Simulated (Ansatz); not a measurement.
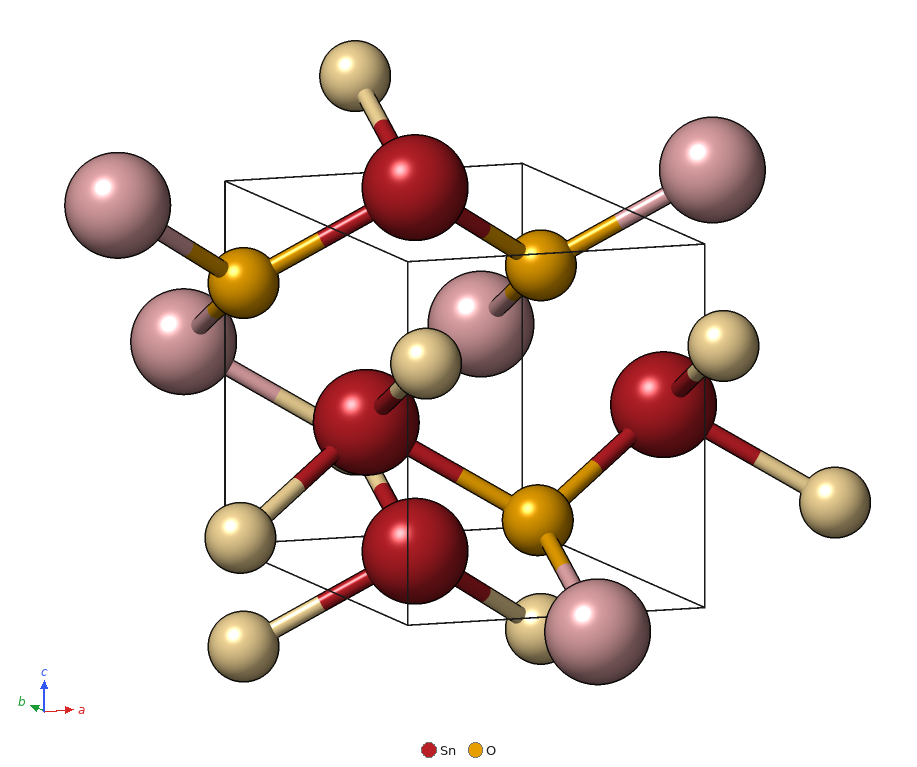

Ball-and-stick representation of a periodic structure, projected slightly off an axis. The wireframe shows the conventional unit cell. Periodic images bonded to atoms of the box are shown as well, in fainter colours.

SnO, space group Pmn2_1 (No. 31), a = 3.439 Å, b = 5.758 Å, c = 4.001 Å, α = 90.00°, β = 90.00°, γ = 90.00°. Origin of the cell: a structure listed in the Materials Project. The cell was then strained or its atoms displaced on purpose. A calculation with Ansatz used it as input.

This one geometry was computed with Ansatz (DFT, plane waves, PAW) at three levels of theory: HSE06, PBE and r2SCAN.

Which level gives the highest pressure at this volume, and what does that say about its equilibrium volume?

Highest: PBE (2.8 GPa), which points to the largest equilibrium volume. Lowest, with the smallest volume: HSE06 (-0.8 GPa) and r2SCAN (-0.6 GPa). Levels within 0.5 GPa of each other can't be told apart.

How does the band gap change with the level of theory?

PBE: a gap of 1.41 eV, indirect; r2SCAN: a gap of 1.73 eV, indirect; HSE06: a gap of 2.11 eV, indirect.

Collect the results in a table.

| level | cutoff (eV) | k-mesh of the run's cell | gap (eV) | pressure (GPa) |
| --- | --- | --- | --- | --- |
| HSE06 | 420 | 6×4×4 | 2.11 | -0.8 |
| PBE | 420 | 8×4×6 | 1.41 | 2.8 |
| r2SCAN | 500 | 8×4×6 | 1.73 | -0.6 |

Gaps are taken on the k-mesh or band path of each run.
